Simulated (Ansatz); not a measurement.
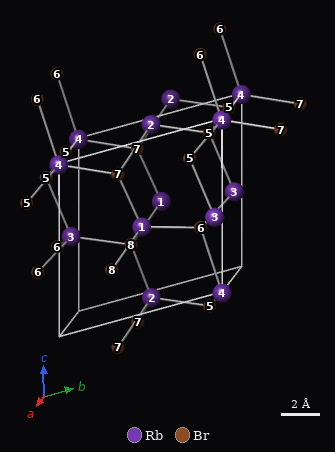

Solid RbBr (a generated structure, set up in P1) (coarse preliminary run), before the relaxation. A ball-and-stick model of the cell of the calculation, seen slightly off an axis.

All numbers below come from DFT PBE, scalar-relativistic, plane waves, PAW in Ansatz 0.2.0.

The input:
```yaml
crystal:
  lattice:
    - [2.786526422, -1.5846911373, -4.5658285649]
    - [-8.0224076245, -1.6147918158, -4.3498596489]
    - [-2.5918726483, 7.980176854, -4.4672061814]
  atoms:
    - { symbol: Rb, position: [-0.028424121, 0.5041440784, 0.4986299528] }
    - { symbol: Rb, position: [0.4482438617, 0.4999401736, 0.0140987073] }
    - { symbol: Rb, position: [0.5246585667, 0.0177597034, 0.502978279] }
    - { symbol: Rb, position: [0.0067500183, 0.0003109574, -0.0067367699] }
    - { symbol: Br, position: [0.5469681087, 0.8675473424, 0.8853929573] }
    - { symbol: Br, position: [-0.0135947652, 0.86708434, 0.4030968448] }
    - { symbol: Br, position: [0.0115119199, 0.3618324446, 0.8455357496] }
    - { symbol: Br, position: [0.513830411, 0.3838669601, 0.3594902792] }
basis:
  ecutwfc: 420
kpoints:
  mp_grid: { grid: [4, 2, 2] }
hamiltonian:
  xc: pbe
scf:
  occupations: { method: gaussian, width: 0.1 }
  lower_state_search: "off"
output:
  forces: true
  stress: true
  eigenvalues: true
relax:
  adjacent_minimum: "off"
  f_tol: 0.025
  max_steps: 60
  cell: { stress_tol: 0.25 }
```

Run as
```bash
ansatz run input.yaml --threads 1 --pin off --max-ram 3072MiB --backend cpu --events-out ev --progress --plain --runs-dir out
```

What does the optimiser find from here?

Over 5 accepted moves (6 points after the start) the energy falls by 0.303 eV per cell of the calculation. The largest force component goes from 0.38 to 0.0067 eV/Å. Pressure: 0.43 GPa at the start and −0.01 GPa at the end. At 1 point the geometry stayed and the basis and grid were re-selected for the new cell (energy shift of 0.1 meV per cell of the calculation at most each time). The atom that moves furthest relative to the cell is Br7 (0.34 Å along [−1 1 2]). Largest moves by element: Br 0.34 Å, Rb 0.33 Å. The volume changes by +1.3 %, with a 5.579 → 5.558 Å (−0.4 %), b 9.268 → 9.455 Å (+2.0 %), c 9.506 → 9.478 Å (−0.3 %), β 89.4° → 89.9°, γ 89.9° → 90.0°. Near-neighbour distances that change, for instance: Rb2–Br7 3.904 → 3.375 Å, Rb4–Br6 3.704 → 3.374 Å, Rb2–Br8 3.147 → 3.377 Å, Rb1–Br8 3.601 → 3.376 Å. Among the angles between lasting bonds that change: Br7–Rb2–Br8 121.8° → 109.2°, Br7–Rb2–Br7 99.5° → 111.0°, Rb2–Br7–Rb2 99.5° → 111.0°. The space group stays P1 (No. 1).

Final geometry:

```
Rb Br
1.0
     2.78160   -1.59643   -4.53975
    -8.18914   -1.67570   -4.41845
    -2.63283    7.94958   -4.43835
Rb Br
4 4
Direct
  0.00222 0.50026 0.50040
  0.50153 0.49965 0.99990
  0.50033 0.00030 0.50093
  0.99988 0.00005 0.00074
  0.49978 0.87497 0.87562
  0.00109 0.87595 0.37521
  0.00251 0.37542 0.87496
  0.50260 0.37590 0.37472
```

After the run, drawn alike:

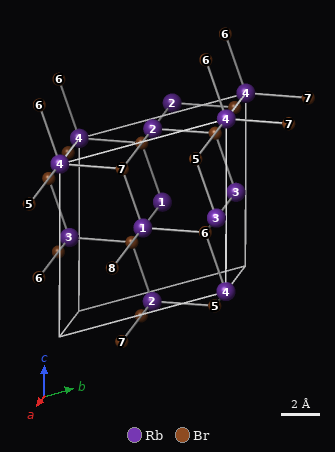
